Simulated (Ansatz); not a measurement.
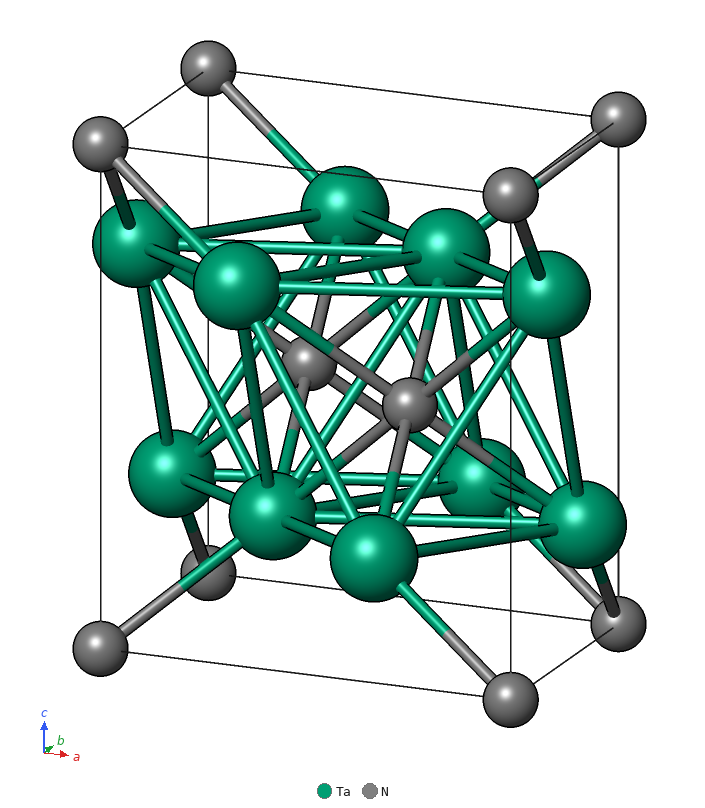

An orthographic ball-and-stick view of the structure, slightly off an axis. The simulation cell is drawn as a box.

```
CELL_PARAMETERS angstrom
5.31412 0.00000 0.00000
-2.65706 4.60216 0.00000
0.00000 0.00000 4.95554
ATOMIC_POSITIONS crystal
Ta 0.66689 0.66689 0.75302
Ta 0.00000 0.33311 0.75302
Ta 0.33311 0.00000 0.75302
Ta 0.33311 0.33311 0.24698
Ta 0.00000 0.66689 0.24698
Ta 0.66689 0.00000 0.24698
N 0.66667 0.33333 0.50000
N 0.33333 0.66667 0.50000
N 0.00000 0.00000 0.00000
```

All computed values are from DFT r2SCAN, scalar-relativistic, plane waves, PAW in Ansatz. Settings: plane-wave cutoff 500 eV, a 12×12×8 mesh of k-points, Gaussian smearing of 0.1 eV, no spin polarisation.

### What net charge does each kind of atom have (Bader)?

Ta +0.93 e; N -1.86 e.

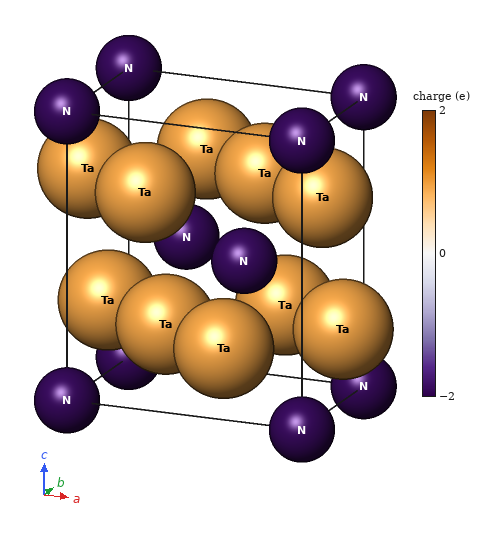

The atoms coloured by those charges.

The structure comes from a structure listed in the Materials Project. Earlier steps of the study may have refined or changed the cell and positions. A calculation with Ansatz used it as input.

At this level of theory the cell isn't at rest (stretched, at -4 GPa), so its distances can differ from those at equilibrium, the more so the softer the solid.
